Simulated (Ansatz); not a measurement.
# Work function of Ti(0001): what the settings cost and change, part 2 of 2

How thick a slab and how much vacuum does the work function of Ti(0001) need?

Ansatz 0.2.0; plane-wave DFT, PBE, Ansatz PAW.

So far, work function, upper face (eV): step 2 (slab, setting 1 layer) 4.13; step 4 (run, 3 atoms) 4.38; step 5 (run, 4 atoms) 4.41; step 6 (run, 5 atoms) 4.42; step 7 (slab, 6 atoms) 4.41.

**8. Slab, 8 atoms**

System of this step: Ti(0001). The cell holds 8 atoms: 8 Ti. Its edges and angles: a = 2.950 Å, b = 2.950 Å, c = 34.396 Å, α = 90.0°, β = 90.0°, γ = 60.0°. Vacuum lies along c.

Contents of input.yaml:

```yaml
crystal:
  lattice:
    - [2.95, 0.0, 0.0]
    - [1.475, 2.5547749412, 0.0]
    - [0.0, 0.0, 34.3961]
  atoms:
    - { symbol: Ti, position: [0.6666666667, 0.6666666667, 0.2616575716] }
    - { symbol: Ti, position: [0.0, 0.0, 0.3297554083] }
    - { symbol: Ti, position: [0.6666666667, 0.6666666667, 0.397853245] }
    - { symbol: Ti, position: [0.0, 0.0, 0.4659510817] }
    - { symbol: Ti, position: [0.6666666667, 0.6666666667, 0.5340489183] }
    - { symbol: Ti, position: [0.0, 0.0, 0.602146755] }
    - { symbol: Ti, position: [0.6666666667, 0.6666666667, 0.6702445917] }
    - { symbol: Ti, position: [0.0, 0.0, 0.7383424284] }
kpoints:
  mp_grid: { grid: [16, 16, 1] }
hamiltonian:
  xc: pbe
scf:
  occupations: { method: fermi_dirac, width: 0.1 }
  convergence: { dr2_threshold: 1.0e-09 }
efield:
  axis: 3
  dipole_correction: true
  ramp_position: 0.97
  ramp_width: 0.06
output:
  write_potential: true
  write_density: true
  volumetric_format: npy
```

Started as:

```bash
$ ansatz run input.yaml --threads 2 --pin off --max-ram 3072MiB --backend cpu --events-out ev --progress --plain --runs-dir out
```

Numbers of over 12 decimals in the logs are rounded to 6 here.

Log:

```text
[...]
Crystal: 8 atoms, lattice volume = 259.229 Å³
Basis set: ecut = 420 eV, 4975 PW (Γ)
Bands: 58, of which v1, the nominal top of the filled ones, is band 48 counted from 1 (47 counted from 0)
Symmetry: 6 space group operations
k-points: 30 of 256 (time reversal used)
[...]
k-point 0: bands = [... 44 lower, 5.6553, 5.6756, 5.8802, 5.8983, 5.8983, 5.9096, 5.9096, 5.9278, ... 6 higher]
  k-point 1: bands = [... 44 lower, 5.5096, 5.6426, 5.7115, 5.7991, 5.8050, 5.8496, 5.8775, 5.9584, ... 6 higher]
  k-point 2: bands = [... 44 lower, 5.2955, 5.3387, 5.5070, 5.5726, 5.6341, 5.6613, 5.7463, 5.9251, ... 6 higher]
  k-point 29: bands = [... 44 lower, 4.2977, 4.5678, 4.6119, 5.0170, 5.0787, 5.2067, 5.2533, 5.3479, ... 6 higher]
[key lines of the parts left out:]
SCF converged after 10 iterations
Free energy (F): -19995.554625 eV
Fermi energy:    5.236560 eV
Dipole field:    D = -0.000002 V/Å  (p = -0.000003 e·Å, saw-weighted, corrected)
Work function:   Φ+ = 4.4086 eV   Φ− = 4.4085 eV
```

Run time: 72 s. Hardware: 2 threads of Arm Neoverse N1, shared host; peak memory 0.74 GiB.

The work function is 4.409 eV, +0.002 eV from the run “6 layers”, at 1.7 times its CPU time.

**9. Slab, 10 atoms**

System of this step: Ti(0001). The cell holds 10 atoms: 10 Ti. Cell: a = 2.950 Å, b = 2.950 Å, c = 39.081 Å, α = 90.0°, β = 90.0°, γ = 60.0°. Vacuum lies along c.

input.yaml, the sections that differ from step 8:

```yaml
crystal:
  lattice:
    - [2.95, 0.0, 0.0]
    - [1.475, 2.5547749412, 0.0]
    - [0.0, 0.0, 39.0807]
  atoms:
    - { symbol: Ti, position: [0.6666666667, 0.6666666667, 0.230292702] }
    - { symbol: Ti, position: [0.0, 0.0, 0.2902276571] }
    - { symbol: Ti, position: [0.6666666667, 0.6666666667, 0.3501626122] }
    - { symbol: Ti, position: [0.0, 0.0, 0.4100975673] }
    - { symbol: Ti, position: [0.6666666667, 0.6666666667, 0.4700325224] }
    - { symbol: Ti, position: [0.0, 0.0, 0.5299674776] }
    - { symbol: Ti, position: [0.6666666667, 0.6666666667, 0.5899024327] }
    - { symbol: Ti, position: [0.0, 0.0, 0.6498373878] }
    - { symbol: Ti, position: [0.6666666667, 0.6666666667, 0.7097723429] }
    - { symbol: Ti, position: [0.0, 0.0, 0.769707298] }
# kpoints, hamiltonian, scf, efield, output: as in step 8
```

Log:

```text
[...]
Crystal: 10 atoms, lattice volume = 294.535 Å³
Basis set: ecut = 420 eV, 5651 PW (Γ)
Bands: 72, of which v1, the nominal top of the filled ones, is band 60 counted from 1 (59 counted from 0)
Symmetry: 6 space group operations
k-points: 30 of 256 (time reversal used)
[...]
k-point 0: bands = [... 56 lower, 6.6772, 6.7589, 6.8308, 6.8308, 6.8394, 6.8394, 6.8437, 6.8877, ... 8 higher]
  k-point 1: bands = [... 56 lower, 6.5524, 6.6421, 6.7273, 6.7387, 6.7540, 6.7853, 6.7934, 6.8622, ... 8 higher]
  k-point 2: bands = [... 56 lower, 6.2676, 6.4443, 6.4504, 6.5203, 6.5437, 6.6013, 6.6928, 6.8041, ... 8 higher]
  k-point 29: bands = [... 56 lower, 5.2678, 5.5232, 5.5452, 5.9527, 6.0077, 6.0718, 6.1431, 6.2512, ... 8 higher]
[key lines of the parts left out:]
SCF converged after 11 iterations
Free energy (F): -24994.922252 eV
Fermi energy:    6.179834 eV
Dipole field:    D = 0.000005 V/Å  (p = 0.000007 e·Å, saw-weighted, corrected)
Work function:   Φ+ = 4.4088 eV   Φ− = 4.4090 eV
```

Elapsed: 1.8 min, on 2 threads; peak memory 0.93 GiB; 3.5 min of CPU time.

The work function is 4.409 eV, +0.000 eV from the run “8 layers”, at 1.6 times its CPU time.

**10. Run, 13 atoms**

System of this step: Ti(0001). The cell holds 13 atoms: 13 Ti. Its edges and angles: a = 2.950 Å, b = 2.950 Å, c = 46.108 Å, α = 90.0°, β = 90.0°, γ = 60.0°. Vacuum lies along c.

input.yaml, the sections that differ from step 9:

```yaml
crystal:
  lattice:
    - [2.95, 0.0, 0.0]
    - [1.475, 2.5547749412, 0.0]
    - [0.0, 0.0, 46.1076]
  atoms:
    - { symbol: Ti, position: [0.0, 0.0, 0.195195586] }
    - { symbol: Ti, position: [0.6666666667, 0.6666666667, 0.2459963216] }
    - { symbol: Ti, position: [0.0, 0.0, 0.2967970573] }
    - { symbol: Ti, position: [0.6666666667, 0.6666666667, 0.347597793] }
    - { symbol: Ti, position: [0.0, 0.0, 0.3983985287] }
    - { symbol: Ti, position: [0.6666666667, 0.6666666667, 0.4491992643] }
    - { symbol: Ti, position: [0.0, 0.0, 0.5] }
    - { symbol: Ti, position: [0.6666666667, 0.6666666667, 0.5508007357] }
    - { symbol: Ti, position: [0.0, 0.0, 0.6016014713] }
    - { symbol: Ti, position: [0.6666666667, 0.6666666667, 0.652402207] }
    - { symbol: Ti, position: [0.0, 0.0, 0.7032029427] }
    - { symbol: Ti, position: [0.6666666667, 0.6666666667, 0.7540036784] }
    - { symbol: Ti, position: [0.0, 0.0, 0.804804414] }
# kpoints, hamiltonian, scf, efield, output: as in step 9
```

Log:

```text
[...]
Crystal: 13 atoms, lattice volume = 347.494 Å³
Basis set: ecut = 420 eV, 6683 PW (Γ)
Bands: 94, of which v1, the nominal top of the filled ones, is band 78 counted from 1 (77 counted from 0)
Symmetry: 6 space group operations
k-points: 30 of 256 (time reversal used)
[...]
k-point 0: bands = [... 74 lower, 7.7912, 7.8788, 7.8788, 7.8831, 7.8831, 7.9131, 7.9167, 7.9167, ... 12 higher]
  k-point 1: bands = [... 74 lower, 7.7106, 7.7718, 7.7872, 7.7965, 7.8048, 7.8265, 7.8350, 7.8849, ... 12 higher]
  k-point 2: bands = [... 74 lower, 7.4935, 7.5146, 7.5173, 7.5877, 7.6003, 7.6537, 7.7160, 7.8041, ... 12 higher]
  k-point 29: bands = [... 74 lower, 6.3420, 6.5887, 6.5918, 7.0186, 7.0214, 7.1000, 7.1230, 7.2059, ... 12 higher]
[key lines of the parts left out:]
SCF converged after 10 iterations
Free energy (F): -32493.973440 eV
Fermi energy:    7.235546 eV
Dipole field:    D = -0.000000 V/Å  (p = -0.000000 e·Å, saw-weighted, corrected)
Work function:   Φ+ = 4.4089 eV   Φ− = 4.4089 eV
```

Run time: 2.8 min. Hardware: 2 threads; peak memory 1.4 GiB.

The work function is 4.409 eV, +0.000 eV from the run “10 layers”, at 1.6 times its CPU time.

**11. Slab, 7 atoms**

System of this step: Ti(0001). The cell holds 7 atoms: 7 Ti. Cell: a = 2.950 Å, b = 2.950 Å, c = 24.054 Å, α = 90.0°, β = 90.0°, γ = 60.0°. Vacuum lies along c.

input.yaml, the sections that differ from step 10:

```yaml
crystal:
  lattice:
    - [2.95, 0.0, 0.0]
    - [1.475, 2.5547749412, 0.0]
    - [0.0, 0.0, 24.0538]
  atoms:
    - { symbol: Ti, position: [0.0, 0.0, 0.207867364] }
    - { symbol: Ti, position: [0.6666666667, 0.6666666667, 0.3052449093] }
    - { symbol: Ti, position: [0.0, 0.0, 0.4026224547] }
    - { symbol: Ti, position: [0.6666666667, 0.6666666667, 0.5] }
    - { symbol: Ti, position: [0.0, 0.0, 0.5973775453] }
    - { symbol: Ti, position: [0.6666666667, 0.6666666667, 0.6947550907] }
    - { symbol: Ti, position: [0.0, 0.0, 0.792132636] }
# kpoints, hamiltonian, scf, efield, output: as in step 10
```

Log:

```text
[...]
Crystal: 7 atoms, lattice volume = 181.284 Å³
Basis set: ecut = 420 eV, 3489 PW (Γ)
Bands: 51, of which v1, the nominal top of the filled ones, is band 42 counted from 1 (41 counted from 0)
Symmetry: 6 space group operations
k-points: 30 of 256 (time reversal used)
[...]
k-point 0: bands = [... 38 lower, 7.9473, 8.0901, 8.2801, 8.3396, 8.3449, 8.3449, 8.3654, 8.3654, ... 5 higher]
  k-point 1: bands = [... 38 lower, 7.8669, 8.0134, 8.1210, 8.2458, 8.2469, 8.3000, 8.3359, 8.4048, ... 5 higher]
  k-point 2: bands = [... 38 lower, 7.6348, 7.7753, 7.9318, 7.9980, 8.0314, 8.1132, 8.2473, 8.4208, ... 5 higher]
  k-point 29: bands = [... 38 lower, 6.6917, 7.0114, 7.0496, 7.4574, 7.5625, 7.6427, 7.7794, 7.7983, ... 5 higher]
[key lines of the parts left out:]
SCF converged after 10 iterations
Free energy (F): -17495.871376 eV
Fermi energy:    7.677176 eV
Dipole field:    D = 0.000000 V/Å  (p = 0.000000 e·Å, saw-weighted, corrected)
Work function:   Φ+ = 4.3915 eV (in doubt: plateau slope 9.9e-2 eV/Å)   Φ− = 4.3971 eV (in doubt: plateau slope 7.1e-2 eV/Å)
```

The job ended after 46 s (2 threads; peak memory 0.55 GiB; 88 s of CPU time).

The work function is 4.392 eV. The program marks this work function as in doubt.

**12. Run, 7 atoms**

The cell differs from the one that the last finished run ended in (c 24.054 → 28.054 Å).

input.yaml, the sections that differ from step 11:

```yaml
crystal:
  lattice:
    - [2.95, 0.0, 0.0]
    - [1.475, 2.5547749412, 0.0]
    - [0.0, 0.0, 28.0538]
  atoms:
    - { symbol: Ti, position: [0.0, 0.0, 0.2495205641] }
    - { symbol: Ti, position: [0.6666666667, 0.6666666667, 0.3330137094] }
    - { symbol: Ti, position: [0.0, 0.0, 0.4165068547] }
    - { symbol: Ti, position: [0.6666666667, 0.6666666667, 0.5] }
    - { symbol: Ti, position: [0.0, 0.0, 0.5834931453] }
    - { symbol: Ti, position: [0.6666666667, 0.6666666667, 0.6669862906] }
    - { symbol: Ti, position: [0.0, 0.0, 0.7504794359] }
# kpoints, hamiltonian, scf, efield, output: as in step 11
```

Log:

```text
[...]
Crystal: 7 atoms, lattice volume = 211.430 Å³
Basis set: ecut = 420 eV, 4065 PW (Γ)
Bands: 51, of which v1, the nominal top of the filled ones, is band 42 counted from 1 (41 counted from 0)
Symmetry: 6 space group operations
k-points: 30 of 256 (time reversal used)
[...]
k-point 0: bands = [... 38 lower, 6.2279, 6.3694, 6.5546, 6.6153, 6.6218, 6.6218, 6.6423, 6.6423, ... 5 higher]
  k-point 1: bands = [... 38 lower, 6.1499, 6.2904, 6.3946, 6.5227, 6.5236, 6.5771, 6.6128, 6.6817, ... 5 higher]
  k-point 2: bands = [... 38 lower, 5.9161, 6.0486, 6.2091, 6.2761, 6.3080, 6.3901, 6.5238, 6.6969, ... 5 higher]
  k-point 29: bands = [... 38 lower, 4.9686, 5.2883, 5.3265, 5.7343, 5.8394, 5.9196, 6.0563, 6.0752, ... 5 higher]
[key lines of the parts left out:]
SCF converged after 11 iterations
Free energy (F): -17495.871339 eV
Fermi energy:    5.954044 eV
Dipole field:    D = -0.000000 V/Å  (p = -0.000000 e·Å, saw-weighted, corrected)
Work function:   Φ+ = 4.4094 eV   Φ− = 4.4095 eV
```

Wall time 47 s (2 threads); peak memory 0.61 GiB; 91 s of CPU time.

The work function is 4.409 eV, +0.018 eV from the run “7 layers, 10 Å of vacuum”, at 1.0 times its CPU time.

**13. Slab, 7 atoms (run 2)**

The cell differs from the one that the last finished run ended in (c 28.054 → 40.054 Å).

input.yaml, the sections that differ from step 12:

```yaml
crystal:
  lattice:
    - [2.95, 0.0, 0.0]
    - [1.475, 2.5547749412, 0.0]
    - [0.0, 0.0, 40.0538]
  atoms:
    - { symbol: Ti, position: [0.0, 0.0, 0.3245634621] }
    - { symbol: Ti, position: [0.6666666667, 0.6666666667, 0.3830423081] }
    - { symbol: Ti, position: [0.0, 0.0, 0.441521154] }
    - { symbol: Ti, position: [0.6666666667, 0.6666666667, 0.5] }
    - { symbol: Ti, position: [0.0, 0.0, 0.558478846] }
    - { symbol: Ti, position: [0.6666666667, 0.6666666667, 0.6169576919] }
    - { symbol: Ti, position: [0.0, 0.0, 0.6754365379] }
# kpoints, hamiltonian, scf, efield, output: as in step 12
```

Log:

```text
[...]
Crystal: 7 atoms, lattice volume = 301.869 Å³
Basis set: ecut = 420 eV, 5809 PW (Γ)
Bands: 51, of which v1, the nominal top of the filled ones, is band 42 counted from 1 (41 counted from 0)
Symmetry: 6 space group operations
k-points: 30 of 256 (time reversal used)
[...]
k-point 0: bands = [... 38 lower, 3.1232, 3.2647, 3.4497, 3.5105, 3.5171, 3.5171, 3.5375, 3.5375, ... 5 higher]
  k-point 1: bands = [... 38 lower, 3.0453, 3.1857, 3.2898, 3.4179, 3.4189, 3.4723, 3.5080, 3.5770, ... 5 higher]
  k-point 2: bands = [... 38 lower, 2.8114, 2.9438, 3.1043, 3.1713, 3.2032, 3.2854, 3.4191, 3.5922, ... 5 higher]
  k-point 29: bands = [... 38 lower, 1.8638, 2.1836, 2.2217, 2.6295, 2.7346, 2.8148, 2.9516, 2.9704, ... 5 higher]
[key lines of the parts left out:]
SCF converged after 10 iterations
Free energy (F): -17495.871345 eV
Fermi energy:    2.849282 eV
Dipole field:    D = -0.000000 V/Å  (p = -0.000000 e·Å, saw-weighted, corrected)
Work function:   Φ+ = 4.4094 eV   Φ− = 4.4094 eV
```

Wall time 66 s (2 threads); peak memory 0.76 GiB.

The work function is 4.409 eV, -0.000 eV from the run “7 layers, 14 Å of vacuum”, at 1.4 times its CPU time.

**14. Comparing the runs**

Times are for 2 threads of Arm Neoverse N1, shared host. Results by setting:

```
no.                   setting  work function, upper face (eV)     time  memory (GiB)
  1                   1 layer                           4.132    6.9 s          0.38
  2                  2 layers                           4.414     11 s          0.37
  3                  3 layers                           4.382     19 s          0.44
  4                  4 layers                           4.408     23 s          0.49
  5                  5 layers                           4.415     34 s          0.56
  6                  6 layers                           4.407     43 s          0.58
  7                  8 layers                           4.409     72 s          0.74
  8                 10 layers                           4.409  1.8 min          0.93
  9                 13 layers                           4.409  2.8 min           1.4
 10  7 layers, 10 Å of vacuum                           4.392     46 s          0.55
 11  7 layers, 14 Å of vacuum                           4.409     47 s          0.61
 12  7 layers, 26 Å of vacuum                           4.409     66 s          0.76
```

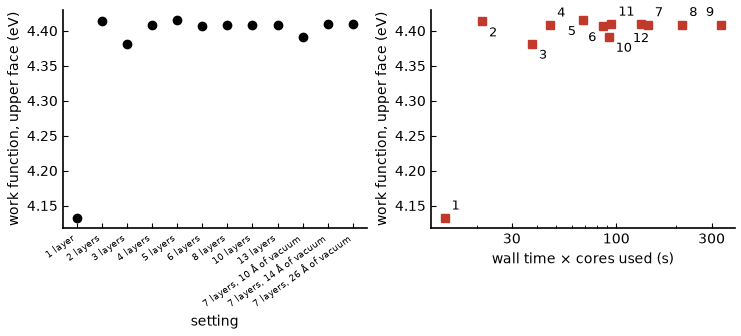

The series as plots; the last panel sets the first result against cost, with the runs numbered as in the table.

**15. The same run with other settings**

System of this step: Ti(0001) monolayer. The cell holds 1 atom: 1 Ti. Cell: a = 2.950 Å, b = 2.950 Å, c = 18.000 Å, α = 90.0°, β = 90.0°, γ = 60.0°. Vacuum lies along c.

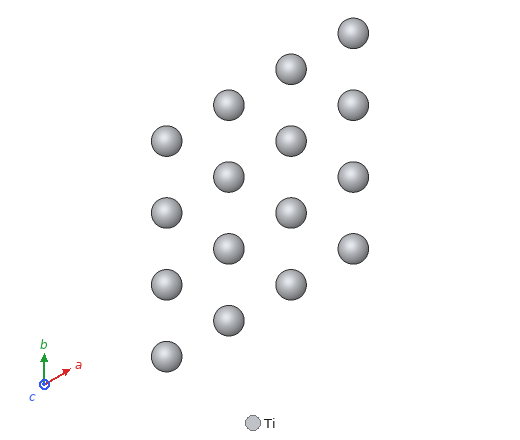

The cell of this step (titanium light grey). 4×4×1 cells are drawn.

An input spoilt on purpose, to show how the run answers: it repeats the earlier run “1 layer” with efield.amplitude to 3.0, and scf.max_iter set to 100; its output block differs too.

input.yaml, the sections that differ from step 13:

```yaml
crystal:
  lattice:
    - [2.95, 0.0, 0.0]
    - [1.475, 2.5547749412, 0.0]
    - [0.0, 0.0, 18.0]
  atoms:
    - { symbol: Ti, position: [0.6666666667, 0.6666666667, 0.5] }
scf:
  occupations: { method: fermi_dirac, width: 0.1 }
  convergence: { dr2_threshold: 1.0e-09 }
  max_iter: 100
efield:
  axis: 3
  dipole_correction: true
  ramp_position: 0.97
  ramp_width: 0.06
  amplitude: 3.0
# kpoints, hamiltonian, output: as in step 13
```

Log:

```text
[...]
Crystal: 1 atoms, lattice volume = 135.659 Å³
Basis set: ecut = 420 eV, 2617 PW (Γ)
Bands: 10, of which v1, the nominal top of the filled ones, is band 6 counted from 1 (5 counted from 0)
Symmetry: 12 space group operations
k-points: 30 of 256
[...]
SCF iter   1: F=—  HF=-2499.099101 eV  |F-HF|=—  |Δ(HF+E_count)|=         —  Δρ=2.68e-2  dr2=2.76e0  ethr=3.10e-3  p=0.570 e·Å  D=7.60e-1 V/Å  ΔV_dip=-13.68 eV  dr2_dipole=3.77e-2  V_vac-E_F(+/−)=25.32/3.18 eV  ⟨swp⟩=8.1  Hψ=2613  notcnv=0
[...]
SCF iter  12: F=-2498.447539 eV  HF=-2498.447539 eV  |F-HF|=8.37e-10  |Δ(HF+E_count)|=   5.65e-9  Δρ=3.94e-7  dr2=1.88e-10  ethr=8.33e-12  p=0.570 e·Å  D=7.61e-1 V/Å  ΔV_dip=-13.69 eV  dr2_dipole=9.45e-12  V_vac-E_F(+/−)=22.33/0.76 eV  ⟨swp⟩=6.3  Hψ=1345  notcnv=0
[...]
SCF 1 converged in 12 iterations: F = -2498.447539 eV  dr2 = 1.88e-10
[...]
SCF converged after 12 iterations
Free energy (F): -2498.447539 eV
[...]
Internal energy: -2498.327280 eV  (E = F + TS)
E sigma→0 (E₀):  -2498.387410 eV
Entropy (-TS):   -0.120259 eV (-120.259 meV/atom)
Fermi energy:    -2.850603 eV
Dipole field:    D = 0.760791 V/Å  (p = 0.570362 e·Å, saw-weighted, corrected)
Work function:   not extracted (applied field tilts the vacuum); planar V_es + V_field profile in the machine report
[...]
--- Band table (eV; the first three rows and the last of 30) ---
[...]
```

Wall time 8.7 s (2 threads); peak memory 0.36 GiB.

In so strong a field the program warns of density in the ramp of the sawtooth; these numbers are not the system's.

**16. What came out**

- work function, 1 layer: 4.132 eV
- work function, 5 layers: 4.415 eV
- work function, 6 layers: 4.407 eV
- work function, 13 layers: 4.409 eV

**Reading.** The thickest slab gives 4.41 eV, and the settings tried spread the value from 4.13 to 4.42 eV. At 18 Å of vacuum, the slabs from 2 layers on stay within 0.03 eV of the thickest. Going from 10 to 26 Å of vacuum moves it by 0.018 eV. The program marks the value as in doubt in “7 layers, 10 Å of vacuum”. The ladder's slabs use the tabulated experimental lattice constant (two decimals; a low-temperature value for the alkali metals). The main runs have no spin polarisation; a magnetic state could lie lower and would change these results. In 2 runs of the series (7 layers, 10 Å of vacuum and 7 layers, 14 Å of vacuum) the program warns that electrons reach the sawtooth's ramp, which makes dipole and work function less sure.

[Logs are printed without paths, hosts, clocks, repeated set-up lines and the standing remarks that a program may print on its own settings, such as how far it seeks lower states.]

[Hosts, paths, dates, database ids (printed as entryN), source tags and the programs' standing remarks are cut or masked in the printed files.]

[Maps of the electrostatic potential energy from Ansatz leave out the sawtooth potential of an applied field or a dipole correction, so their vacuum need not be flat; planar profiles and work functions include it.]
